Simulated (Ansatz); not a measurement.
Si32C31 (cell with a defect)

Si32C31 (cell with a defect), 63 atoms, a = 8.19 Å, b = 8.19 Å, c = 10.13 Å, α = 90.00°, β = 90.00°, γ = 98.21°.

Theory: Ansatz, DFT PBE, scalar-relativistic, plane waves, PAW.

In a PAW calculation such maps are meaningful between the atoms, not at the nuclei.

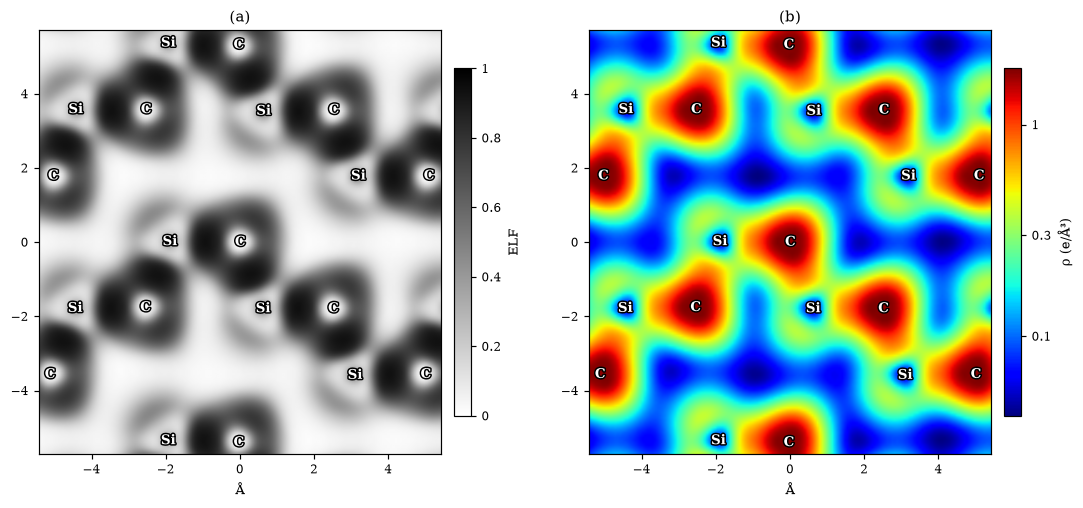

Figure 1. (a) electron localisation function; (b) valence charge density (pseudo) on the (11̄0) plane of the calculation cell.

Describe what can be read from this map.

Answer. Atoms in the plane: Si and C. Si–C (1.89 Å): ρ at the midpoint is about 0.88 e/Å³; the ELF peaks at about 0.95 between the atoms: a covalent bond. Si–C (1.90 Å): ρ is about 0.86 e/Å³ halfway; the ELF peaks at about 0.95 between the atoms, as expected for a shared electron pair. Between the atoms the lowest density in this plane is 0.04 e/Å³.

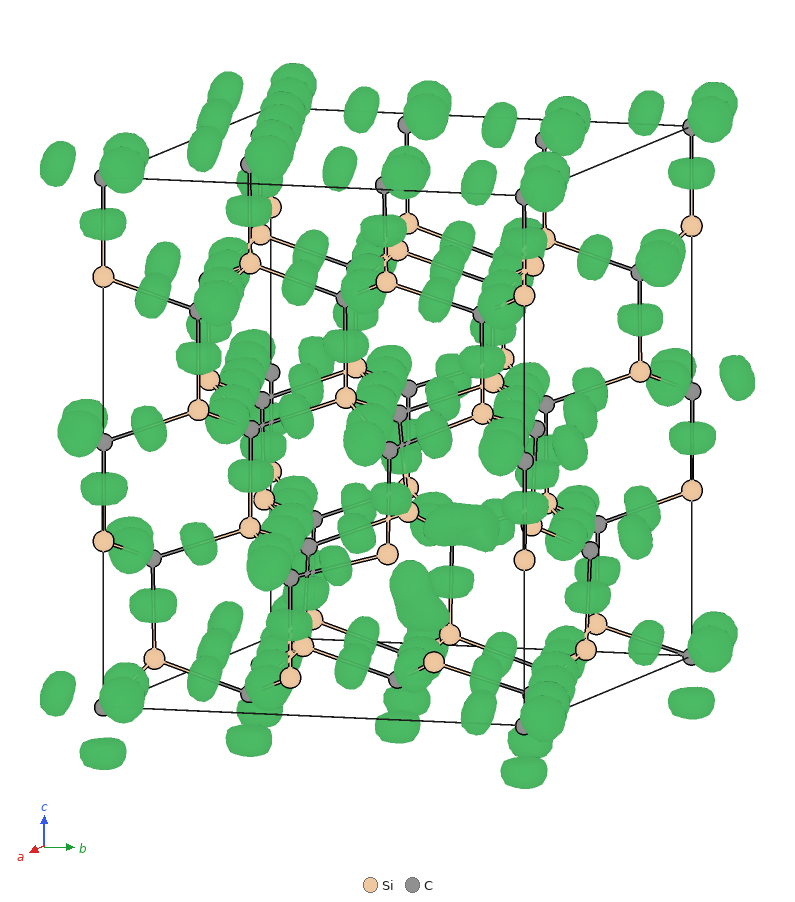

Figure 2. Isosurface of the ELF at 0.85 (green), seen at an oblique angle. Only the valence region is drawn (cores and ρ < 0.01 e/Å³ removed). Sticks mark near contacts.

Describe the localisation domains.

Answer. The ELF exceeds this value in 124 regions between bonded C–Si atoms (shared pairs) and two pockets between the atoms, centred on no nucleus (multi-centre or interstitial), counted in one cell of 63 atoms. Regions shared between cells count once. Profiles from the grid: Si–C (1.86 Å): the ELF peaks at about 0.90 between the atoms: a shared electron pair.

Metal or insulator at this level of theory?

Answer. It is gapped, with a Kohn–Sham gap of 0.99 eV on the k-point mesh (the band edges may lie off the mesh, which would make the gap smaller).
